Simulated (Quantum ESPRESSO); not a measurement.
## Single-point calculation, with input and output: AlN

System: AlN (F-43m, 2 atoms in the cell).
Method: Kohn-Sham DFT of a periodic cell, PBEsol, PseudoDojo 0.4.1 SR PBEsol standard, no spin polarisation (Quantum ESPRESSO 7.5).

The structure derives from a Materials Project entry. The volume is scaled by 0.98.

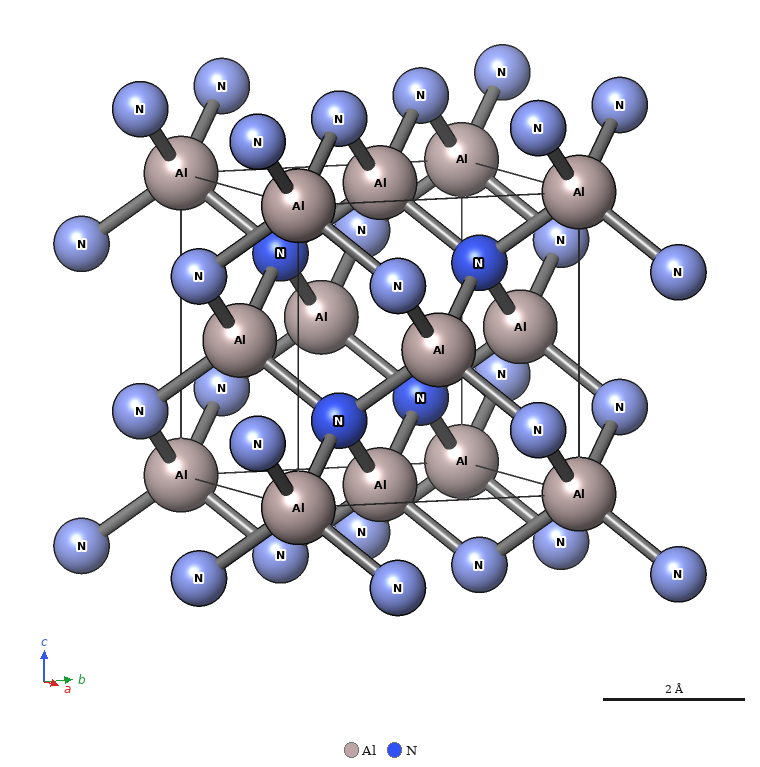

*The input geometry (ball-and-stick view of the cell 4 times as large as that of the calculation, set on its symmetry axes, seen slightly off an axis; neighbours outside the cell are drawn fainter).*

Near neighbours in the crystal (not all of them lie inside the picture): Al has 4 N at 1.88 Å; N has 4 Al at 1.88 Å.

**Input file**
```
&CONTROL
  calculation = 'scf'
  prefix = 'pwscf'
  outdir = './tmp'
  pseudo_dir = './pseudo'
  tprnfor = .true.
  tstress = .true.
  disk_io = 'nowf'
/
&SYSTEM
  ibrav = 0
  nat = 2
  ntyp = 2
  ecutwfc = 84
  nbnd = 9
  occupations = 'smearing'
  smearing = 'fd'
  degauss = 0.00367493
/
&ELECTRONS
  conv_thr = 4d-10
  electron_maxstep = 120
  mixing_beta = 0.5
/
ATOMIC_SPECIES
Al    26.9815 Al.upf
N     14.0070 N.upf
CELL_PARAMETERS angstrom
   0.0000000000    2.1693354430    2.1693354430
   2.1693354430    0.0000000000    2.1693354430
   2.1693354430    2.1693354430    0.0000000000
ATOMIC_POSITIONS crystal
Al     0.0000000000    0.0000000000    0.0000000000
N      0.2500000000    0.2500000000    0.2500000000
K_POINTS automatic
10 10 10 0 0 0
```

Launch command:
```bash
OMP_NUM_THREADS=1 pw.x -in pw.in > pw.out
```

**Log**
```
This program is part of the open-source Quantum ESPRESSO suite
     for quantum simulation of materials; please cite
         "P. Giannozzi et al., J. Phys.:Condens. Matter 21 395502 (2009);
         "P. Giannozzi et al., J. Phys.:Condens. Matter 29 465901 (2017);
         "P. Giannozzi et al., J. Chem. Phys. 152 154105 (2020);
          URL
     in publications or presentations arising from this work. More details at

     Message from routine setup:
     using ibrav=0 with symmetry is DISCOURAGED, use correct ibrav instead

     G-vector sticks info
     --------------------
     sticks:   dense  smooth     PW     G-vecs:    dense   smooth      PW
     Sum         769     769    241                14331    14331    2421

     Using Slab Decomposition

     bravais-lattice index     =            0
     lattice parameter (alat)  =       5.7975  a.u.
     unit-cell volume          =     137.7865 (a.u.)^3
     number of atoms/cell      =            2
     number of atomic types    =            2
     number of electrons       =         8.00
     number of Kohn-Sham states=            9
     kinetic-energy cutoff     =      84.0000  Ry
     charge density cutoff     =     336.0000  Ry
     scf convergence threshold =      4.0E-10
     mixing beta               =       0.5000
     number of iterations used =            8  plain     mixing
     Exchange-correlation= PBESOL
                           (   1   4  10   8   0   0   0)

     celldm(1)=   5.797498  celldm(2)=   0.000000  celldm(3)=   0.000000
     celldm(4)=   0.000000  celldm(5)=   0.000000  celldm(6)=   0.000000

     crystal axes: (cart. coord. in units of alat)
               a(1) = (   0.000000   0.707107   0.707107 )
               a(2) = (   0.707107   0.000000   0.707107 )
               a(3) = (   0.707107   0.707107   0.000000 )

     reciprocal axes: (cart. coord. in units 2 pi/alat)
               b(1) = ( -0.707107  0.707107  0.707107 )
               b(2) = (  0.707107 -0.707107  0.707107 )
               b(3) = (  0.707107  0.707107 -0.707107 )

     PseudoPot. # 1 for Al read from file:
     Al.upf
     Pseudo is Norm-conserving + core correction, Zval =  3.0
     Generated using ONCVPSP code by D. R. Hamann
     Using radial grid of 1876 points,  6 beta functions with:
                l(1) =   0
                l(2) =   0
                l(3) =   1
                l(4) =   1
                l(5) =   2
                l(6) =   2

     PseudoPot. # 2 for N  read from file:
     N.upf
     Pseudo is Norm-conserving + core correction, Zval =  5.0
     Generated using ONCVPSP code by D. R. Hamann
     Using radial grid of 1058 points,  4 beta functions with:
                l(1) =   0
                l(2) =   0
                l(3) =   1
                l(4) =   1

     atomic species   valence    mass     pseudopotential
     Al                3.00    26.98150     Al( 1.00)
     N                 5.00    14.00700     N ( 1.00)

     24 Sym. Ops. (no inversion) found

   Cartesian axes

     site n.     atom                  positions (alat units)
         1        Al     tau(   1) = (   0.0000000   0.0000000   0.0000000  )
         2        N      tau(   2) = (   0.3535534   0.3535534   0.3535534  )

     number of k points=    47  Fermi-Dirac smearing, width (Ry)=  0.0037
                       cart. coord. in units 2pi/alat
        k(    1) = (   0.0000000   0.0000000   0.0000000), wk =   0.0020000
        k(    2) = (   0.0707107   0.0707107  -0.0707107), wk =   0.0160000
        k(    3) = (   0.1414214   0.1414214  -0.1414214), wk =   0.0160000
        k(    4) = (   0.2121320   0.2121320  -0.2121320), wk =   0.0160000
        k(    5) = (   0.2828427   0.2828427  -0.2828427), wk =   0.0160000
        k(    6) = (  -0.3535534  -0.3535534   0.3535534), wk =   0.0080000
        k(    7) = (   0.1414214  -0.0000000   0.0000000), wk =   0.0120000
        k(    8) = (   0.2121320   0.0707107  -0.0707107), wk =   0.0480000
        k(    9) = (   0.2828427   0.1414214  -0.1414214), wk =   0.0480000
        k(   10) = (   0.3535534   0.2121320  -0.2121320), wk =   0.0480000
        k(   11) = (  -0.2828427  -0.4242641   0.4242641), wk =   0.0480000
        k(   12) = (  -0.2121320  -0.3535534   0.3535534), wk =   0.0480000
        k(   13) = (  -0.1414214  -0.2828427   0.2828427), wk =   0.0480000
        k(   14) = (  -0.0707107  -0.2121320   0.2121320), wk =   0.0480000
        k(   15) = (   0.0000000  -0.1414214   0.1414214), wk =   0.0240000
        k(   16) = (   0.2828427  -0.0000000   0.0000000), wk =   0.0120000
        k(   17) = (   0.3535534   0.0707107  -0.0707107), wk =   0.0480000
        k(   18) = (   0.4242641   0.1414214  -0.1414214), wk =   0.0480000
        k(   19) = (  -0.2121320  -0.4949747   0.4949747), wk =   0.0480000
        k(   20) = (  -0.1414214  -0.4242641   0.4242641), wk =   0.0480000
        k(   21) = (  -0.0707107  -0.3535534   0.3535534), wk =   0.0480000
        k(   22) = (   0.0000000  -0.2828427   0.2828427), wk =   0.0240000
        k(   23) = (   0.4242641   0.0000000  -0.0000000), wk =   0.0120000
        k(   24) = (   0.4949747   0.0707107  -0.0707107), wk =   0.0480000
        k(   25) = (  -0.1414214  -0.5656854   0.5656854), wk =   0.0480000
        k(   26) = (  -0.0707107  -0.4949747   0.4949747), wk =   0.0480000
        k(   27) = (  -0.0000000  -0.4242641   0.4242641), wk =   0.0240000
        k(   28) = (   0.5656854  -0.0000000   0.0000000), wk =   0.0120000
        k(   29) = (  -0.0707107  -0.6363961   0.6363961), wk =   0.0480000
        k(   30) = (   0.0000000  -0.5656854   0.5656854), wk =   0.0240000
        k(   31) = (  -0.7071068   0.0000000   0.0000000), wk =   0.0060000
        k(   32) = (   0.2828427   0.1414214   0.0000000), wk =   0.0480000
        k(   33) = (   0.3535534   0.2121320  -0.0707107), wk =   0.0960000
        k(   34) = (  -0.2828427  -0.4242641   0.5656854), wk =   0.0960000
        k(   35) = (  -0.2121320  -0.3535534   0.4949747), wk =   0.0480000
        k(   36) = (   0.4242641   0.1414214  -0.0000000), wk =   0.0480000
        k(   37) = (  -0.2121320  -0.4949747   0.6363961), wk =   0.0960000
        k(   38) = (  -0.1414214  -0.4242641   0.5656854), wk =   0.0960000
        k(   39) = (  -0.0707107  -0.3535534   0.4949747), wk =   0.0960000
        k(   40) = (   0.0000000  -0.2828427   0.4242641), wk =   0.0480000
        k(   41) = (  -0.1414214  -0.5656854   0.7071068), wk =   0.0480000
        k(   42) = (  -0.0707107  -0.4949747   0.6363961), wk =   0.0960000
        k(   43) = (   0.0000000  -0.4242641   0.5656854), wk =   0.0480000
        k(   44) = (  -0.7071068   0.1414214   0.0000000), wk =   0.0240000
        k(   45) = (  -0.1414214  -0.4242641   0.7071068), wk =   0.0480000
        k(   46) = (  -0.0707107  -0.3535534   0.6363961), wk =   0.0480000
        k(   47) = (  -0.7071068   0.2828427   0.0000000), wk =   0.0240000

     Dense  grid:    14331 G-vectors     FFT dimensions: (  36,  36,  36)

     Initial potential from superposition of free atoms

     starting charge       7.9977, renormalised to       8.0000
     Starting wfcs are    8 randomized atomic wfcs +    1 random wfcs

     Self-consistent Calculation

     iteration #  1     ecut=    84.00 Ry     beta= 0.50
     Davidson diagonalization with overlap
     ethr =  1.00E-02,  avg # of iterations =  6.1

     total energy              =     -25.35915331 Ry
     estimated scf accuracy    <       0.57187312 Ry

     iteration #  2     ecut=    84.00 Ry     beta= 0.50
     Davidson diagonalization with overlap
     ethr =  7.15E-03,  avg # of iterations =  1.8

     total energy              =     -25.51487173 Ry
     estimated scf accuracy    <       0.06724463 Ry

     iteration #  3     ecut=    84.00 Ry     beta= 0.50
     Davidson diagonalization with overlap
     ethr =  8.41E-04,  avg # of iterations =  1.0

     total energy              =     -25.52548823 Ry
     estimated scf accuracy    <       0.00408051 Ry

     iteration #  4     ecut=    84.00 Ry     beta= 0.50
     Davidson diagonalization with overlap
     ethr =  5.10E-05,  avg # of iterations =  2.7

     total energy              =     -25.52605103 Ry
     estimated scf accuracy    <       0.00088854 Ry

     iteration #  5     ecut=    84.00 Ry     beta= 0.50
     Davidson diagonalization with overlap
     ethr =  1.11E-05,  avg # of iterations =  2.0

     total energy              =     -25.52605466 Ry
     estimated scf accuracy    <       0.00009640 Ry

     iteration #  6     ecut=    84.00 Ry     beta= 0.50
     Davidson diagonalization with overlap
     ethr =  1.21E-06,  avg # of iterations =  2.6

     total energy              =     -25.52608562 Ry
     estimated scf accuracy    <       0.00005895 Ry

     iteration #  7     ecut=    84.00 Ry     beta= 0.50
     Davidson diagonalization with overlap
     ethr =  7.37E-07,  avg # of iterations =  1.0

     total energy              =     -25.52609084 Ry
     estimated scf accuracy    <       0.00000278 Ry

     iteration #  8     ecut=    84.00 Ry     beta= 0.50
     Davidson diagonalization with overlap
     ethr =  3.47E-08,  avg # of iterations =  2.0

     total energy              =     -25.52609121 Ry
     estimated scf accuracy    <       0.00000026 Ry

     iteration #  9     ecut=    84.00 Ry     beta= 0.50
     Davidson diagonalization with overlap
     ethr =  3.20E-09,  avg # of iterations =  2.3

     total energy              =     -25.52609128 Ry
     estimated scf accuracy    <          2.6E-09 Ry

     iteration # 10     ecut=    84.00 Ry     beta= 0.50
     Davidson diagonalization with overlap
     ethr =  3.28E-11,  avg # of iterations =  3.6

     End of self-consistent calculation

          k = 0.0000 0.0000 0.0000 (  1807 PWs)   bands (ev):

    -7.9975   7.0748   7.0748   7.0748  11.3718  19.7446  19.7446  19.7446
    24.8911

          k = 0.0707 0.0707-0.0707 (  1811 PWs)   bands (ev):

    -7.8459   6.2533   7.0222   7.0222  12.0294  19.3500  19.8784  19.8784
    23.5802

          k = 0.1414 0.1414-0.1414 (  1805 PWs)   bands (ev):

    -7.4134   4.6174   6.8913   6.8913  13.1477  18.5328  19.7857  19.7857
    23.0518

          k = 0.2121 0.2121-0.2121 (  1808 PWs)   bands (ev):

    -6.7814   2.9275   6.7414   6.7414  13.9826  17.7468  19.0892  19.0892
    24.1399

          k = 0.2828 0.2828-0.2828 (  1802 PWs)   bands (ev):

    -6.1424   1.5966   6.6285   6.6285  14.4119  17.1749  18.4728  18.4728
    24.8124

          k =-0.3536-0.3536 0.3536 (  1802 PWs)   bands (ev):

    -5.8488   1.0641   6.5871   6.5871  14.5405  16.9550  18.2485  18.2485
    25.1378

          k = 0.1414-0.0000 0.0000 (  1816 PWs)   bands (ev):

    -7.7956   6.2766   6.8631   6.8631  12.2239  19.1249  20.0258  20.0258
    21.7630

          k = 0.2121 0.0707-0.0707 (  1805 PWs)   bands (ev):

    -7.4569   5.0667   6.6532   6.7595  13.0929  18.5373  19.5212  20.1978
    21.2242

          k = 0.2828 0.1414-0.1414 (  1810 PWs)   bands (ev):

    -6.8889   3.4896   6.4777   6.5792  13.9167  17.6596  18.8202  19.8150
    22.2550

          k = 0.3536 0.2121-0.2121 (  1799 PWs)   bands (ev):

    -6.2387   2.0838   6.3323   6.3966  14.4608  16.6538  18.8699  19.1526
    23.6102

          k =-0.2828-0.4243 0.4243 (  1784 PWs)   bands (ev):

    -5.8025   1.2824   6.1157   6.4323  14.8744  15.9759  18.6875  18.9973
    25.0220

          k =-0.2121-0.3536 0.3536 (  1793 PWs)   bands (ev):

    -5.9014   1.4566   6.0046   6.5715  14.9580  16.0411  18.6107  19.0242
    25.4846

          k =-0.1414-0.2828 0.2828 (  1806 PWs)   bands (ev):

    -6.4518   2.5078   6.0438   6.7696  14.5392  16.9426  18.9530  18.9799
    23.5041

          k =-0.0707-0.2121 0.2121 (  1798 PWs)   bands (ev):

    -7.0989   3.9873   6.2489   6.9575  13.8030  18.1304  19.0200  19.7215
    21.9693

          k = 0.0000-0.1414 0.1414 (  1799 PWs)   bands (ev):

    -7.6005   5.4132   6.6216   7.0583  12.7967  18.9279  19.6592  20.0651
    21.9524

          k = 0.2828-0.0000 0.0000 (  1800 PWs)   bands (ev):

    -7.2217   4.8505   6.3559   6.3559  13.2452  17.9741  18.9735  20.7493
    20.7493

          k = 0.3536 0.0707-0.0707 (  1792 PWs)   bands (ev):

    -6.7494   3.8370   6.0692   6.1155  13.3193  17.5649  18.3595  20.8690
    21.5252

          k = 0.4243 0.1414-0.1414 (  1786 PWs)   bands (ev):

    -6.1541   2.6825   5.6178   6.0077  13.4195  17.1510  18.6131  20.4133
    22.4502

          k =-0.2121-0.4950 0.4950 (  1789 PWs)   bands (ev):

    -5.6667   1.8593   5.1276   6.0611  13.7016  16.6979  19.3025  19.8442
    23.3861

          k =-0.1414-0.4243 0.4243 (  1788 PWs)   bands (ev):

    -5.5900   1.7473   4.8082   6.2604  14.2722  16.3378  19.4512  19.4785
    24.7091

          k =-0.0707-0.3536 0.3536 (  1798 PWs)   bands (ev):

    -5.9824   2.3645   4.8245   6.5466  14.9477  16.2154  18.9682  19.4236
    23.5844

          k = 0.0000-0.2828 0.2828 (  1797 PWs)   bands (ev):

    -6.5739   3.2435   5.3380   6.8185  14.6948  17.0756  18.5670  19.6202
    22.1454

          k = 0.4243 0.0000-0.0000 (  1796 PWs)   bands (ev):

    -6.3900   3.5072   5.8023   5.8023  12.3563  16.8095  19.0717  21.6800
    21.6800

          k = 0.4950 0.0707-0.0707 (  1789 PWs)   bands (ev):

    -5.9024   2.8490   5.3262   5.6350  11.9176  16.6372  19.4627  21.7556
    22.2697

          k =-0.1414-0.5657 0.5657 (  1782 PWs)   bands (ev):

    -5.4652   2.4031   4.4516   5.6557  12.1475  17.0155  19.6946  21.2973
    22.5872

          k =-0.0707-0.4950 0.4950 (  1788 PWs)   bands (ev):

    -5.3087   2.4116   3.6623   5.8593  12.8185  17.2677  19.8666  20.6946
    22.9420

          k =-0.0000-0.4243 0.4243 (  1790 PWs)   bands (ev):

    -5.5290   2.4759   3.7458   6.1924  13.8325  16.9598  19.3730  20.0699
    24.4182

          k = 0.5657-0.0000 0.0000 (  1764 PWs)   bands (ev):

    -5.5601   2.4792   5.3998   5.3998  10.8702  15.9844  20.4816  22.5308
    22.5308

          k =-0.0707-0.6364 0.6364 (  1778 PWs)   bands (ev):

    -5.2684   2.2564   4.8326   5.3610  10.8586  16.1305  20.7765  22.4672
    22.6465

          k = 0.0000-0.5657 0.5657 (  1780 PWs)   bands (ev):

    -5.1731   2.5020   3.7814   5.5272  11.6447  16.8943  20.5731  21.7864
    22.3341

          k =-0.7071 0.0000 0.0000 (  1772 PWs)   bands (ev):

    -5.1833   2.0610   5.2548   5.2548  10.2726  15.7027  21.1716  22.8978
    22.8978

          k = 0.2828 0.1414 0.0000 (  1794 PWs)   bands (ev):

    -7.0496   4.1971   6.0484   6.7072  13.7179  18.1301  18.4195  20.3991
    21.3037

          k = 0.3536 0.2121-0.0707 (  1794 PWs)   bands (ev):

    -6.4623   3.0259   5.5733   6.5213  14.2381  17.1267  18.4542  19.9404
    22.3284

          k =-0.2828-0.4243 0.5657 (  1795 PWs)   bands (ev):

    -5.8824   1.9746   5.3495   6.2856  14.5158  16.2779  19.0303  19.5001
    23.7293

          k =-0.2121-0.3536 0.4950 (  1788 PWs)   bands (ev):

    -5.6225   1.5387   5.2926   6.1777  14.6254  15.9351  19.2383  19.4406
    24.8205

          k = 0.4243 0.1414-0.0000 (  1787 PWs)   bands (ev):

    -6.2627   3.1799   5.4296   5.9684  13.0136  17.3258  18.3738  21.0801
    22.0442

          k =-0.2121-0.4950 0.6364 (  1792 PWs)   bands (ev):

    -5.7353   2.5190   4.8328   5.6962  13.0701  17.3276  18.6095  20.7639
    22.8810

          k =-0.1414-0.4243 0.5657 (  1791 PWs)   bands (ev):

    -5.4095   2.1515   4.3270   5.6503  13.3926  17.0821  19.2867  20.3509
    23.5779

          k =-0.0707-0.3536 0.4950 (  1783 PWs)   bands (ev):

    -5.4952   2.2708   4.1496   5.8768  13.8754  16.8844  19.1588  20.1495
    24.1426

          k = 0.0000-0.2828 0.4243 (  1792 PWs)   bands (ev):

    -5.9295   2.6425   4.5938   6.2365  14.2882  16.8801  18.5007  20.0890
    23.0635

          k =-0.1414-0.5657 0.7071 (  1775 PWs)   bands (ev):

    -5.4986   2.5174   4.9831   5.2061  11.6734  16.6464  19.8281  21.6954
    22.8518

          k =-0.0707-0.4950 0.6364 (  1793 PWs)   bands (ev):

    -5.2276   2.5472   4.0393   5.1423  12.1587  17.2240  19.8629  20.9565
    23.2540

          k = 0.0000-0.4243 0.5657 (  1785 PWs)   bands (ev):

    -5.2309   2.9186   3.2024   5.4259  12.9572  17.5111  19.7163  20.3414
    23.5596

          k =-0.7071 0.1414 0.0000 (  1786 PWs)   bands (ev):

    -5.1621   2.2848   4.8238   4.8615  11.1528  16.4082  20.8319  21.6227
    23.2084

          k =-0.1414-0.4243 0.7071 (  1799 PWs)   bands (ev):

    -5.3575   2.6228   4.0688   5.1328  13.1455  17.8390  18.4959  20.6090
    23.7822

          k =-0.0707-0.3536 0.6364 (  1786 PWs)   bands (ev):

    -5.2018   2.8127   3.6522   4.8559  13.2198  17.8611  19.1147  20.0593
    24.2313

          k =-0.7071 0.2828 0.0000 (  1786 PWs)   bands (ev):

    -5.1273   2.9153   3.8907   4.3578  12.7372  17.9695  19.5373  19.8700
    24.1014

     the Fermi energy is     8.7435 ev

!    total energy              =     -25.52609128 Ry
     estimated scf accuracy    <          2.7E-10 Ry
     smearing contrib. (-TS)   =      -0.00000000 Ry
     internal energy E=F+TS    =     -25.52609128 Ry

     The total energy is F=E-TS. E is the sum of the following terms:
     one-electron contribution =      -0.66744044 Ry
     hartree contribution      =       5.52711777 Ry
     xc contribution           =      -8.43850790 Ry
     ewald contribution        =     -21.94726070 Ry

     convergence has been achieved in  10 iterations

     Forces acting on atoms (cartesian axes, Ry/au):

     atom    1 type  1   force =    -0.00000000   -0.00000000    0.00000000
     atom    2 type  2   force =     0.00000000    0.00000000   -0.00000000

     Total force =     0.000000     Total SCF correction =     0.000000

     Computing stress (Cartesian axis) and pressure

          total   stress  (Ry/bohr**3)                   (kbar)     P=       55.31
   0.00037596  -0.00000000   0.00000000           55.31       -0.00        0.00
  -0.00000000   0.00037596   0.00000000           -0.00       55.31        0.00
   0.00000000   0.00000000   0.00037596            0.00        0.00       55.31

=------------------------------------------------------------------------------=
   JOB DONE.
=------------------------------------------------------------------------------=
```

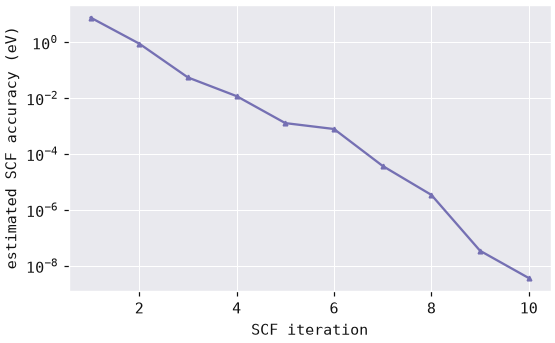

*Convergence of the self-consistent field: estimated SCF accuracy against the iteration.*

The field takes 10 iterations in all.

**Key numbers**

```csv
quantity,value
outcome,converged
space group (tolerance 0.01 Å),F-43m (216)
electrons treated,8
free energy,−347.3002 eV
Fermi energy,8.744 eV
gap on the k-point mesh,3.20 eV
pressure,5.53 GPa
largest force (length of the vector),under 0.001 eV/Å
hardware,"1 thread of Arm Neoverse V2, 24 GiB of memory available, shared host"
wall time,11 s
peak memory,0.09 GiB
```

The cell is under a pressure of 5.5 GPa at this level, so it is not at its equilibrium volume.
